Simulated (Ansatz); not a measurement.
Run report: Ge$_{109}$Sn$_{19}$, geometry relaxation (part 3 of 3)

The same run, continued: Ge$_{109}$Sn$_{19}$ (P1, 128 atoms in the cell); DFT, PBEsol, PAW, plane waves (Ansatz 0.2.0); cutoff 420 eV, 1×1×1 k-mesh, Fermi–Dirac smearing of 0.01 eV. The structure was built on a prototype by a generator.

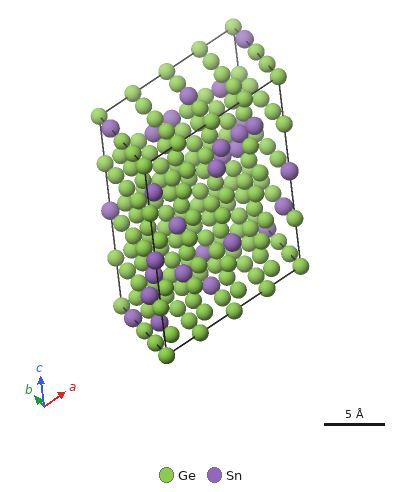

*The input geometry (spheres-only view of the cell of the calculation, seen slightly off an axis).*

**Output, continued**
```
--- Relaxed structure (7 steps of the walk, 6 accepted, 1 SCFs on fresh bases) ---
  F+E_penalty+E_count = -576672.04455140 eV   max|allowed force component| = 1.848e-3 eV/Å   (the final SCF, on the basis selected at the relaxed cell)
  cell:  # Å, volume = 3129.9887 Å³
    - [1.6429456608857666e-20, 11.610143598920647, 11.610143598920647]
    - [11.610143598920647, 1.7256709102990857e-21, 11.610143598920647]
    - [11.610143598920647, 11.610143598920647, 2.802287300014358e-20]
  atoms:
    - { symbol: Ge, position: [0.9979172332299912, 0.9981063332299024, 1.0081353249543699] }
    - { symbol: Ge, position: [0.4954608471574239, 1.0042544067890753, 1.0075839113142786] }
    - { symbol: Ge, position: [-0.002576203223889628, 0.5089076863890352, 0.995516241979076] }
    - { symbol: Ge, position: [0.49596457655449144, -0.002874841139753753, 0.5068106768236759] }
    - { symbol: Ge, position: [0.7480341133905061, 0.24987252807815372, 0.25001831410322833] }
    - { symbol: Ge, position: [0.007628867734240263, 0.49832013885887844, 0.49652842734445013] }
    - { symbol: Ge, position: [0.2501584707319583, 0.7494393774994832, 0.25107578013513693] }
    - { symbol: Ge, position: [0.24829097016225343, 0.25280423250630546, 0.7519439789662189] }
    - { symbol: Ge, position: [0.49840682970159744, 0.5003400362656969, 0.4995595595957883] }
    - { symbol: Ge, position: [0.7463097062297028, 0.7501188785856057, 0.2528529903089767] }
    - { symbol: Ge, position: [0.25111783667160054, 0.7454575132748522, 0.7439616955775683] }
    - { symbol: Ge, position: [0.7493009187739589, 0.7437501267435173, 0.7490283039205129] }
    - { symbol: Ge, position: [0.06136697578980113, 0.0618872879606919, 0.06410278397263519] }
    - { symbol: Ge, position: [0.5588225857229481, 0.06441474344317771, 0.06606126357055903] }
    - { symbol: Ge, position: [0.06454005241303695, 0.5578767794872302, 0.06351586851555746] }
    - { symbol: Ge, position: [0.06786180359543044, 0.06484264191683527, 0.5626285684378387] }
    - { symbol: Ge, position: [0.31980625767093823, 0.32187131933672314, 0.30572144453205136] }
    - { symbol: Ge, position: [0.5659244084770678, 0.5626716892338521, 0.06729203956015706] }
    - { symbol: Ge, position: [0.5646330278133903, 0.06535300793395882, 0.5533623205042333] }
    - { symbol: Ge, position: [0.799350039507791, 0.3156723664616923, 0.3162764096404158] }
    - { symbol: Ge, position: [0.06388563409202541, 0.5613123205658246, 0.5630867754684818] }
    - { symbol: Ge, position: [0.3118770191861001, 0.8098450304477095, 0.3146722118638433] }
    - { symbol: Ge, position: [0.3128200334190576, 0.3146641337291287, 0.8098287330747085] }
    - { symbol: Ge, position: [0.5601967813839096, 0.561832862747273, 0.5619177360593635] }
    - { symbol: Ge, position: [0.8173042331170803, 0.8163915128589017, 0.30142502342126176] }
    - { symbol: Ge, position: [0.8126167385017735, 0.3163294860206862, 0.821316396807968] }
    - { symbol: Ge, position: [1.000686107546596, 0.997285480314137, 0.2490033389220031] }
    - { symbol: Ge, position: [0.26047567434791713, 0.24816374351091147, 0.993173702093691] }
    - { symbol: Ge, position: [0.4979620401394924, 0.9929132482535725, 0.24936541719798466] }
    - { symbol: Ge, position: [0.7504651707792553, 0.24708868861404043, 1.004217182365589] }
    - { symbol: Ge, position: [-0.005061891616222114, 0.5110515687472925, 0.24827665937778065] }
    - { symbol: Ge, position: [0.24452760817630492, 0.749649641117509, 0.009816296714870276] }
    - { symbol: Ge, position: [0.009918284052865479, -0.008607953431326209, 0.7434946664049815] }
    - { symbol: Ge, position: [0.4999089633633269, 0.5009246667797433, 0.25219133169530783] }
    - { symbol: Ge, position: [0.7538854990949506, 0.7456581632851189, 0.005963896153677206] }
    - { symbol: Ge, position: [0.7439578759158878, 0.25274631427744926, 0.49973962830263263] }
    - { symbol: Ge, position: [1.000296487985516, 0.5001349736827658, 0.7505019198124493] }
    - { symbol: Ge, position: [0.2522021212805381, 0.7468706946189098, 0.4989931094320757] }
    - { symbol: Ge, position: [0.49725036774525994, 0.50267324818843, 0.7485870673952371] }
    - { symbol: Ge, position: [0.06932433853213435, 0.051383570437269634, 0.30818488881925304] }
    - { symbol: Ge, position: [0.31827529349024386, 0.3153487054451264, 0.05249781837722606] }
    - { symbol: Ge, position: [0.8107457530552907, 0.3130983395731285, 0.06371963151145354] }
    - { symbol: Ge, position: [0.06312054908048403, 0.5647117396487589, 0.312197471546688] }
    - { symbol: Ge, position: [0.31178275025359203, 0.811994722750249, 0.06437371474035902] }
    - { symbol: Ge, position: [0.31537871019894703, 0.3160530980011186, 0.5667445961280069] }
    - { symbol: Ge, position: [0.5613888736018691, 0.5617050715092351, 0.31557793988915483] }
    - { symbol: Ge, position: [0.8046956049571801, 0.8131947223736935, 0.07037582443346402] }
    - { symbol: Ge, position: [0.8110177945542947, 0.314518187514258, 0.5546693234566421] }
    - { symbol: Ge, position: [0.06457748348048153, 0.5624348602824499, 0.811148172357248] }
    - { symbol: Ge, position: [0.3130531727269568, 0.809405310950682, 0.5605781774251657] }
    - { symbol: Ge, position: [0.5653893993841127, 0.5621828672766943, 0.8054925742526291] }
    - { symbol: Ge, position: [0.8163104367246632, 0.816098917641999, 0.5649295305797422] }
    - { symbol: Ge, position: [-0.003855907166773656, 0.24667100627927674, 0.9952759862653436] }
    - { symbol: Ge, position: [0.2524561770525464, -0.0044999120681142035, 0.24860811304055666] }
    - { symbol: Ge, position: [0.5007992952748686, 0.2501635811417747, -0.0008916047448049302] }
    - { symbol: Ge, position: [0.7573309717054357, 1.000037938137188, 0.24634912856825386] }
    - { symbol: Ge, position: [0.9942939570610243, 0.2490818949086313, 0.5125849888518634] }
    - { symbol: Ge, position: [0.2477271478827302, 0.5043153204758066, 0.2494269184231061] }
    - { symbol: Ge, position: [0.497254674009437, 0.7455218424829257, 0.9985457322917666] }
    - { symbol: Ge, position: [0.2523795243056577, 0.004841246979927827, 0.7472537621682849] }
    - { symbol: Ge, position: [0.5010741990238329, 0.25195559206180307, 0.49818332736835774] }
    - { symbol: Ge, position: [0.7476263641566064, 0.501021852100295, 0.25022336293119607] }
    - { symbol: Ge, position: [0.7511190772528342, 0.0028239019894410466, 0.7400385097920226] }
    - { symbol: Ge, position: [1.0021793437457382, 0.7478977482044491, 0.49985781935247287] }
    - { symbol: Ge, position: [0.24980583941282442, 0.4989580783691455, 0.749942326134623] }
    - { symbol: Ge, position: [0.4984373310940337, 0.7489615908486829, 0.5010769094487709] }
    - { symbol: Ge, position: [0.7481589831160056, 0.49694949867000804, 0.7598337666408091] }
    - { symbol: Ge, position: [0.3154100821942921, 0.05029733166118874, 0.31648454717509994] }
    - { symbol: Ge, position: [0.5659221123777313, 0.30625119130157197, 0.06285333657763131] }
    - { symbol: Ge, position: [0.8151269495970628, 0.062431032505450956, 0.31192695592206915] }
    - { symbol: Ge, position: [0.06289976866807878, 0.8152986874620849, 0.07004366889923563] }
    - { symbol: Ge, position: [0.05559921355429817, 0.3165238541793953, 0.566398977959873] }
    - { symbol: Ge, position: [0.31258511095568825, 0.5633035693401234, 0.3128984202782784] }
    - { symbol: Ge, position: [0.3039748846651934, 0.06737523484969318, 0.8153701948122305] }
    - { symbol: Ge, position: [0.5606344651172781, 0.3164809739522941, 0.5612824144821174] }
    - { symbol: Ge, position: [0.8097211794225646, 0.5661499152534114, 0.31005877880983046] }
    - { symbol: Ge, position: [0.06937675081365263, 0.8014996998483686, 0.563127774570993] }
    - { symbol: Ge, position: [0.3117552606934902, 0.5625793378336428, 0.8112114653598206] }
    - { symbol: Ge, position: [0.5546521304185325, 0.8147912305440564, 0.5648848793388056] }
    - { symbol: Ge, position: [0.8138304039091555, 0.5607892505053751, 0.813916994502744] }
    - { symbol: Ge, position: [0.2479749035390142, 1.0001641759390885, 0.0013665305083991885] }
    - { symbol: Ge, position: [0.7441851747302319, -0.003059728983248633, 1.0115687708204695] }
    - { symbol: Ge, position: [0.24975191518726952, 0.5004516533406547, 0.9977522314222682] }
    - { symbol: Ge, position: [0.2529345621905252, -0.004844162968611024, 0.5018341594494747] }
    - { symbol: Ge, position: [0.501842093158525, 0.25750249087766547, 0.2466006693268732] }
    - { symbol: Ge, position: [0.7519470102201894, 0.5008860154450593, 1.000710412239072] }
    - { symbol: Ge, position: [0.7501614558298281, 1.0015305373824406, 0.4973814538124822] }
    - { symbol: Ge, position: [0.001265207971835658, 0.7491555738764837, 0.2525156435415862] }
    - { symbol: Ge, position: [0.9952089348346382, 0.26138648884991533, 0.7492155882700333] }
    - { symbol: Ge, position: [0.2505777755879223, 0.5015454380107951, 0.5004167720784249] }
    - { symbol: Ge, position: [0.49590035332463356, 0.7447315324479287, 0.26109227328868956] }
    - { symbol: Ge, position: [0.49510644931705133, 0.2636428128504786, 0.7445902167119713] }
    - { symbol: Ge, position: [0.7459650828469848, 0.4977751800220311, 0.4937464225357854] }
    - { symbol: Ge, position: [1.0099414475524244, 0.7437352206732529, 0.744558838777715] }
    - { symbol: Ge, position: [0.5064085227616913, 0.7438406101241674, 0.7466906850851519] }
    - { symbol: Ge, position: [0.31260423070320403, 0.06291748198150506, 0.06283487939935559] }
    - { symbol: Ge, position: [0.8137190251934013, 0.062127575732334406, 0.0641063498464528] }
    - { symbol: Ge, position: [0.3022583922720954, 0.5659567679420443, 0.06646885392467106] }
    - { symbol: Ge, position: [0.31472316311360116, 0.05641848161547211, 0.5646718282707127] }
    - { symbol: Ge, position: [0.5631043550473379, 0.3151676713449848, 0.3114909063192115] }
    - { symbol: Ge, position: [0.8132423967555761, 0.5617999961947838, 0.06455010881961609] }
    - { symbol: Ge, position: [0.8051903548677193, 0.06921809628081432, 0.5579600022593774] }
    - { symbol: Ge, position: [0.06277017231988974, 0.8117484504664363, 0.3133057181971445] }
    - { symbol: Ge, position: [0.062325997755054235, 0.31469301218157386, 0.8111486439343776] }
    - { symbol: Ge, position: [0.31328227507033674, 0.5620592365120678, 0.5627691680357785] }
    - { symbol: Ge, position: [0.5617829016256009, 0.8093900337739375, 0.31595025919950115] }
    - { symbol: Ge, position: [0.5531564389681127, 0.3196623626109693, 0.8147211574577877] }
    - { symbol: Ge, position: [0.06944566006904762, 0.8095643971566825, 0.8024559030083636] }
    - { symbol: Ge, position: [0.5652901734276319, 0.8002606814179538, 0.8135524798788596] }
    - { symbol: Sn, position: [1.0011337751712366, -0.003486076550307471, 0.5012526169688114] }
    - { symbol: Sn, position: [0.2620275404906442, 0.24534576726094276, 0.24623530754059358] }
    - { symbol: Sn, position: [0.4981779441360047, 0.5011292418013145, 0.0002365727627267611] }
    - { symbol: Sn, position: [0.746928297976098, 0.25963058390049243, 0.748446355473789] }
    - { symbol: Sn, position: [0.31211309064828885, 0.810100752163394, 0.8147464998963091] }
    - { symbol: Sn, position: [0.8156873285020937, 0.8091277956921233, 0.8107967332614463] }
    - { symbol: Sn, position: [0.25093021172655827, 0.25076492582327825, 0.5003074774340837] }
    - { symbol: Sn, position: [0.4977886766484245, -0.004256390059208165, 0.7479046823534294] }
    - { symbol: Sn, position: [0.748270934979708, 0.759281550221785, 0.4949797292790049] }
    - { symbol: Sn, position: [0.5611854561095271, 0.061466554139013224, 0.31301821579890615] }
    - { symbol: Sn, position: [0.05959055115082572, 0.06544789356713847, 0.8130655656258312] }
    - { symbol: Sn, position: [0.5600165288604094, 0.07050893468734798, 0.8147843202176606] }
    - { symbol: Sn, position: [0.000875145187969828, 0.7530185735640209, -0.0012236427850157439] }
    - { symbol: Sn, position: [0.06577737466825276, 0.3155660867668192, 0.05093872837995281] }
    - { symbol: Sn, position: [0.5599422388358364, 0.8104059818321137, 0.066434861269564] }
    - { symbol: Sn, position: [0.8165012271126718, 0.05398158615997861, 0.8155300507034688] }
    - { symbol: Sn, position: [0.9930824277714481, 0.24442192744164903, 0.2547463786209063] }
    - { symbol: Sn, position: [0.05847984531270742, 0.31796797804658183, 0.3204770271216906] }
    - { symbol: Sn, position: [0.8140734614999812, 0.5541335700363141, 0.5651704785982219] }
--- Löwdin populations: 128 sites ---
  site symbol       q [e]
     0     Ge     14.0523
     1     Ge     14.1293
     2     Ge     14.0537
     3     Ge     14.0519
     4     Ge     13.9795
     5     Ge     14.0535
     6     Ge     13.9808
     7     Ge     13.9773
     8     Ge     13.9824
     9     Ge     13.9772
    10     Ge     14.0471
    11     Ge     14.0458
    12     Ge     13.9724
    13     Ge     13.9710
    14     Ge     14.0464
    15     Ge     14.0313
    16     Ge     14.1193
    17     Ge     14.0441
    18     Ge     14.0501
    19     Ge     14.0492
    20     Ge     13.9768
    21     Ge     13.9792
    22     Ge     13.9792
    23     Ge     13.9753
    24     Ge     14.0525
    25     Ge     14.0398
    26     Ge     13.9804
    27     Ge     14.0486
    28     Ge     14.0443
    29     Ge     13.9757
    30     Ge     14.0428
    31     Ge     14.0518
    32     Ge     14.1151
    33     Ge     13.9798
    34     Ge     14.1276
    35     Ge     13.9741
    36     Ge     13.9803
    37     Ge     13.9815
    38     Ge     13.9755
    39     Ge     14.1272
    40     Ge     14.0464
    41     Ge     13.9723
    42     Ge     13.9765
    43     Ge     13.9756
    44     Ge     14.0469
    45     Ge     13.9796
    46     Ge     14.0417
    47     Ge     14.0463
    48     Ge     13.9724
    49     Ge     13.9792
    50     Ge     14.0526
    51     Ge     14.0413
    52     Ge     14.0494
    53     Ge     13.9704
    54     Ge     13.9736
    55     Ge     14.0461
    56     Ge     14.0464
    57     Ge     13.9688
    58     Ge     14.0410
    59     Ge     14.1251
    60     Ge     13.9682
    61     Ge     13.9749
    62     Ge     14.1930
    63     Ge     13.9728
    64     Ge     13.9796
    65     Ge     13.9764
    66     Ge     14.0455
    67     Ge     14.0433
    68     Ge     14.0532
    69     Ge     13.9755
    70     Ge     14.0431
    71     Ge     14.0470
    72     Ge     13.9804
    73     Ge     14.0479
    74     Ge     13.9773
    75     Ge     13.9708
    76     Ge     14.0542
    77     Ge     13.9753
    78     Ge     14.0442
    79     Ge     13.9773
    80     Ge     13.9691
    81     Ge     14.0378
    82     Ge     13.9685
    83     Ge     13.9686
    84     Ge     14.0442
    85     Ge     13.9758
    86     Ge     13.9685
    87     Ge     13.9760
    88     Ge     14.0458
    89     Ge     13.9763
    90     Ge     14.0556
    91     Ge     14.0496
    92     Ge     14.0400
    93     Ge     14.0518
    94     Ge     14.0473
    95     Ge     13.9647
    96     Ge     13.9708
    97     Ge     14.0483
    98     Ge     14.0446
    99     Ge     13.9801
   100     Ge     13.9697
   101     Ge     14.0414
   102     Ge     13.9802
   103     Ge     13.9754
   104     Ge     13.9814
   105     Ge     13.9744
   106     Ge     14.0498
   107     Ge     14.0399
   108     Ge     14.0377
   109     Sn     13.7170
   110     Sn     13.7961
   111     Sn     13.7269
   112     Sn     13.7979
   113     Sn     13.7197
   114     Sn     13.7134
   115     Sn     13.7180
   116     Sn     13.7959
   117     Sn     13.7985
   118     Sn     13.7311
   119     Sn     13.7251
   120     Sn     13.7836
   121     Sn     13.7264
   122     Sn     13.7954
   123     Sn     13.7221
   124     Sn     13.7919
   125     Sn     13.8647
   126     Sn     13.8600
   127     Sn     13.7979
  spilling = 0.001402 (of n_electrons = 1792.000000)
```

**Key numbers**

```json
{"quantity": "outcome", "value": "converged"}
{"quantity": "space group (tolerance 0.01 Å)", "value": "P1 (1)"}
{"quantity": "electrons treated", "value": "1792"}
{"quantity": "free energy", "value": "−576672.0446 eV"}
{"quantity": "Fermi energy", "value": "8.086 eV"}
{"quantity": "pressure", "value": "0.00 GPa"}
{"quantity": "largest force (length of the vector) at the end", "value": "0.002 eV/Å"}
{"quantity": "final cell", "value": "a = 16.419 Å, b = 16.419 Å, c = 16.419 Å, α = 60.00°, β = 60.00°, γ = 60.00°"}
{"quantity": "hardware", "value": "1 × NVIDIA GB300 Max-Q, 32 threads of Arm Neoverse-V2, 180 GiB of memory available, shared host"}
{"quantity": "wall time", "value": "30 s (CPU time 55 s)"}
{"quantity": "peak memory", "value": "3.3 GiB"}
```
